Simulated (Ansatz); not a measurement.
## Electronic structure of B in real space

```yaml
crystal:
  lattice:
    - [3.54152, 0.00000, 0.00715]
    - [0.00000, 4.64370, 0.00000]
    - [-0.60583, 0.00000, 5.22953]
  atoms:
    - { symbol: B, position: [0.46595, 0.50000, 0.83932] }
    - { symbol: B, position: [0.96595, 0.00000, 0.83932] }
    - { symbol: B, position: [0.36532, 0.80094, 0.34466] }
    - { symbol: B, position: [0.86532, 0.30094, 0.34466] }
    - { symbol: B, position: [0.13468, 0.69906, 0.65534] }
    - { symbol: B, position: [0.63468, 0.19906, 0.65534] }
    - { symbol: B, position: [0.36532, 0.19906, 0.34466] }
    - { symbol: B, position: [0.86532, 0.69906, 0.34466] }
    - { symbol: B, position: [0.03405, 0.00000, 0.16068] }
    - { symbol: B, position: [0.53405, 0.50000, 0.16068] }
    - { symbol: B, position: [0.13468, 0.30094, 0.65534] }
    - { symbol: B, position: [0.63468, 0.80094, 0.65534] }
```

Space group C2/m; a structure generated by program, which may or may not match a known phase.

Theory: DFT PBE, scalar-relativistic, plane waves, PAW in Ansatz 0.2.0.

In a PAW calculation such maps are meaningful between the atoms, not at the nuclei.

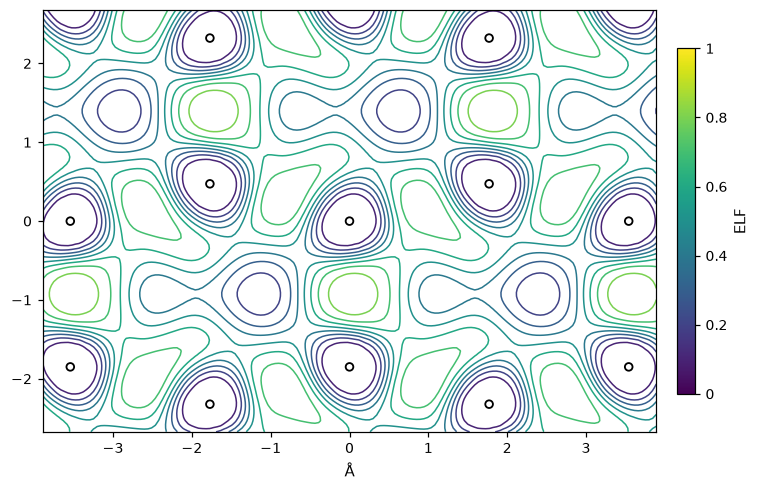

Figure 1. Electron localisation function on the (001) plane of the conventional cell. Circles mark the nuclei in the plane (B).

What do the fields say about this system?

The section cuts through B sites. B–B (1.85 Å): the ELF peaks at about 0.85 between the atoms.

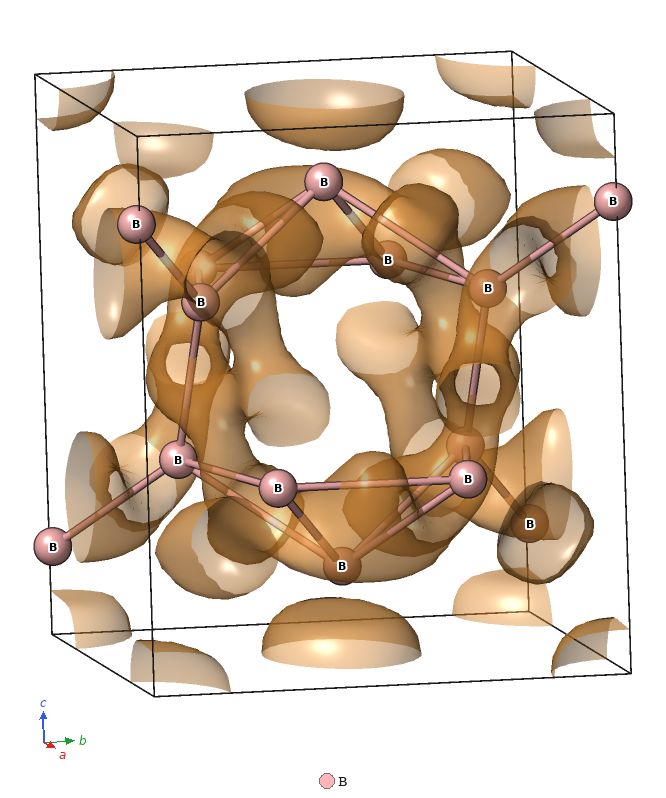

Figure 2. Isosurface of the ELF at 0.7 (orange), seen slightly off an axis. Only the valence region is drawn (cores and ρ < 0.01 e/Å³ removed). Sticks mark near contacts.

Identify the bonds, lone pairs and shells in this picture.

The surface consists of two regions between bonded B–B atoms and sheets that run through the cell in two directions, counted in one cell of 12 atoms. Any copies at cell faces, edges or corners count once. Along the contacts the grid gives the following. B–B (1.68 Å): the ELF peaks at about 1 between the atoms. B–B (1.80 Å): the ELF peaks at about 0.85 between the atoms.

Metal or insulator at this level of theory?

It is gapless in this calculation (a metal or semimetal).
